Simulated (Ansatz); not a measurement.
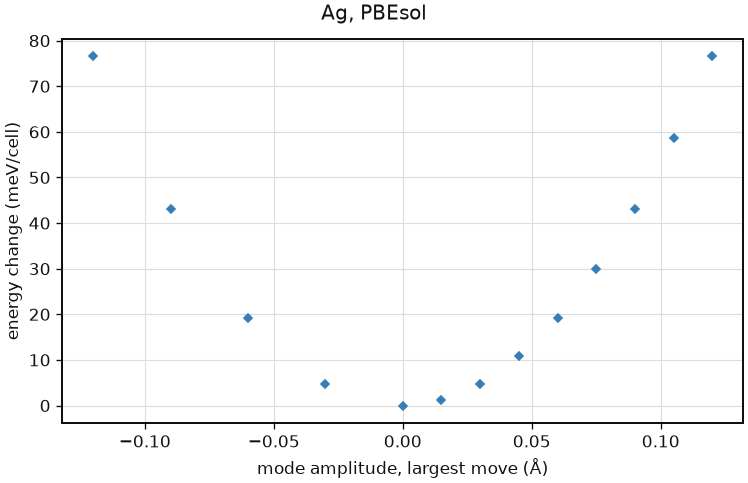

The plot gives the computed energy change against mode amplitude for Ag, space group Im-3m (No. 229).

The given structure:
```xyz
2
Lattice="-1.6126 1.6126 1.6126 1.6126 -1.6126 1.6126 3.2251 3.2251 0.0000" Properties=species:S:1:pos:R:3 pbc="T T T"
Ag    0.0000    0.0000    0.0000
Ag    1.6126    1.6126    1.6126
```

Displacement pattern for amplitude 1 (x, y, z for each atom, in the order of the cell):
```tsv
atom	x	y	z
Ag1	0.00	0.00	-1.00
Ag2	0.00	0.00	1.00
```

Computed with Ansatz 0.2.0: a normal mode of the cell frozen into a crystal at growing amplitude, by plane-wave density functional theory with PAW datasets, free energies less that of the undisturbed cell, pressure positive in compression; scalar-relativistic. Level: PBEsol, no spin polarisation.

| setting | value |
| --- | --- |
| wave cutoff | 420 eV |
| k mesh | 22×22×14 |
| occupations | Gaussian |
| smearing width | 0.15 eV |
| k shift | (0, 0, 0) (mesh steps) |
| start | relaxed |

The points at mode amplitude −0.09, −0.03, 0.06 and 0.12 follow from computed ones by symmetry.

From this curve and the settings, what does the calculation give for the force along the mode and pressure at the same points?

The force along the mode falls from 1.27 eV/Å at mode amplitude −0.120 Å to −1.27 eV/Å at 0.120 Å, and changes sign near 0.000 Å. The pressure goes from 1.320 GPa at mode amplitude −0.120 Å to 1.320 GPa at 0.120 Å, not monotonically, with a low of −0.030 GPa at 0.000 Å.

```tsv
mode amplitude, largest move (Å)	force along the mode (eV/Å)	pressure (GPa)
-0.120	1.27	1.320
-0.090	0.96	0.734
-0.060	0.64	0.311
-0.030	0.32	0.055
0.000	0.00	-0.030
0.015	-0.16	-0.009
0.030	-0.32	0.055
0.045	-0.48	0.162
0.060	-0.64	0.311
0.075	-0.80	0.502
0.090	-0.96	0.734
0.105	-1.11	1.007
0.120	-1.27	1.320
```
